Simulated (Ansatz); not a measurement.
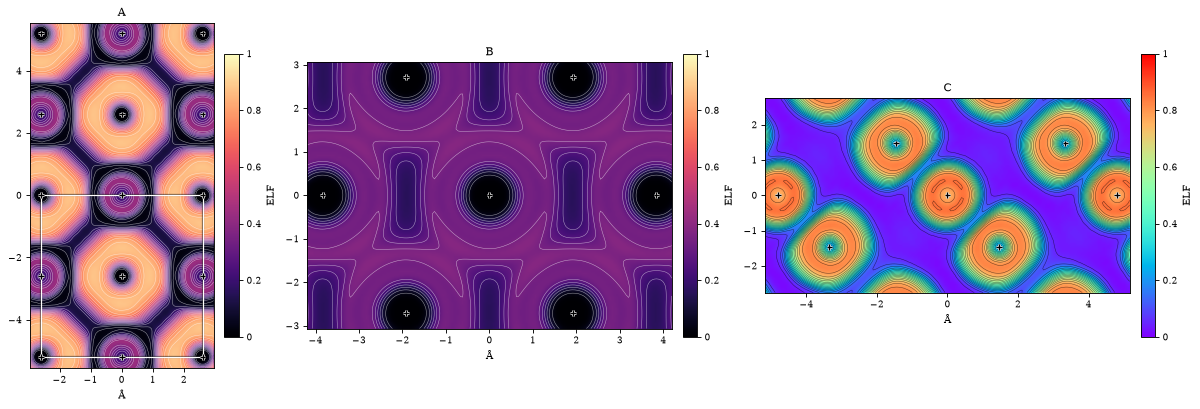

The electron localisation function of 3 systems, each on a plane through atoms (crosses mark nuclei in the plane).

Computed with Ansatz, Kohn-Sham DFT of a periodic cell, PBE, Ansatz PAW.

System 1: MgS, the (001) plane of the conventional cell. Space group Fm-3m.

```
CELL_PARAMETERS angstrom
5.20330 0.00000 0.00000
0.00000 5.20330 0.00000
0.00000 0.00000 5.20330
ATOMIC_POSITIONS crystal
S 0.50000 0.00000 0.00000
S 0.00000 0.50000 0.00000
S 0.00000 0.00000 0.50000
S 0.50000 0.50000 0.50000
Mg 0.00000 0.00000 0.00000
Mg 0.50000 0.50000 0.00000
Mg 0.50000 0.00000 0.50000
Mg 0.00000 0.50000 0.50000
```

System 2: Sn, the (011̄) plane of the conventional cell. Space group Im-3m; a structure from a database of computed crystals, not necessarily the ambient phase.

```
Sn
1.0
     3.83917    0.00000    0.00000
     0.00000    3.83917    0.00000
     0.00000    0.00000    3.83917
Sn
2
Cartesian
  0.0000 0.0000 0.0000
  1.9196 1.9196 1.9196
```

System 3: HfO2, the (001) plane of the conventional cell. Space group P4₂/mnm; a structure from a database of computed crystals, not necessarily the ambient phase; computed pressure about 9 GPa in this cell.

```
CELL_PARAMETERS angstrom
4.81353 0.00000 0.00000
0.00000 4.81353 0.00000
0.00000 0.00000 3.20542
ATOMIC_POSITIONS crystal
Hf 0.50000 0.50000 0.50000
Hf 0.00000 0.00000 0.00000
O 0.80504 0.19496 0.50000
O 0.69496 0.69496 0.00000
O 0.30504 0.30504 0.00000
O 0.19496 0.80504 0.50000
```

> Match each panel to its system.

Panel A is system 1, MgS: the plane holds S and Mg. Mg–S (2.60 Å): the ELF peaks at about 0.90 in the valence shell of S, 0.9 Å from its nucleus, and falls to about 0.05 next to Mg; a largely ionic contact. Panel B is system 2, Sn: the plane holds Sn. Sn–Sn (3.32 Å): the ELF is about 0.35 at the midpoint. Panel C is system 3, HfO2: the plane holds Hf and O. Hf–O (2.08 Å): the ELF peaks at about 0.85 in the valence shell of O, 0.6 Å from its nucleus, and drops to about 0.20 between the two atoms: no localised pair shows between them.
